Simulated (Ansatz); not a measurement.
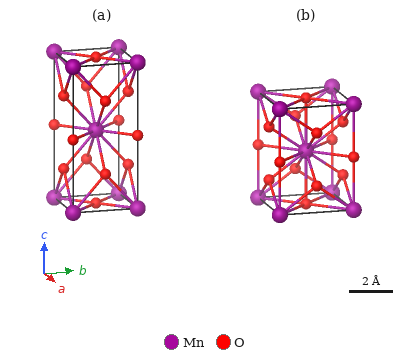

The structure of a crystal of MnO$_{3}$ (built on the TiAl3 (D0_22)_139 type) before (left) and after (right) a relaxation, at one scale.

The picture is a ball-and-stick view of the conventional cell (2 times the calculation's cell), seen slightly off an axis. Lengths and directions refer to the drawn axes.

Case: TiAl3 (D0_22) type (I4/mmm, No. 139).

The calculation used DFT PBE, scalar-relativistic, plane waves, PAW in Ansatz 0.2.0.

Input
```yaml
crystal:
  lattice:
    - [-1.588523122, 1.588523122, 3.5483893114]
    - [1.588523122, -1.588523122, 3.5483893114]
    - [1.588523122, 1.588523122, -3.5483893114]
  atoms:
    - { symbol: Mn, position: [0.0, 0.0, 0.0], spin: 4.01 }
    - { symbol: O, position: [0.5, 0.5, 0.0], spin: -0.83 }
    - { symbol: O, position: [0.25, 0.75, 0.5], spin: -1.16 }
    - { symbol: O, position: [0.75, 0.25, 0.5], spin: -1.16 }
basis:
  ecutwfc: 420
kpoints:
  mp_grid: { grid: [20, 20, 20] }
hamiltonian:
  xc: pbe
scf:
  occupations: { method: gaussian, width: 0.1 }
output:
  forces: true
  stress: true
  eigenvalues: true
  populations: true
magnetization:
  spin_polarized: true
relax:
  adjacent_minimum: "off"
  f_tol: 0.01
  max_steps: 80
  cell: { stress_tol: 0.05 }
```

Launched with:
```bash
ansatz run input.yaml --threads 1 --pin off --max-ram 2560MiB --backend cpu --events-out ev --progress --plain --runs-dir out
```

> Summarise the run.

The energy falls by 137 meV per atom in 15 accepted moves (19 points after the start). All forces vanish by symmetry, so only the cell relaxes. The pressure goes from −2.28 to 0.01 GPa. The SCF was repeated 4 times at an unchanged geometry on a basis and grid sized afresh for the cell, which shifted the energy by 20.9 meV per atom at most. No atom moves by more than 0.005 Å relative to the cell. The volume changes by −4.9 %, with a = b 3.177 → 3.637 Å (+14.5 %), c 7.097 → 5.150 Å (−27.4 %). Among the contacts that change: Mn1–O2 3.548 → 2.575 Å, Mn1–O2 (another image) 2.247 → 2.571 Å, Mn1–O3 2.381 → 2.228 Å. Among the angles between lasting bonds that change: Mn1–O4–Mn1 83.7° → 109.4°, Mn1–O4–Mn1 123.7° → 109.5°. The space group (tolerance 0.01 Å) goes from I4/mmm (No. 139) to Fm-3m (No. 225).
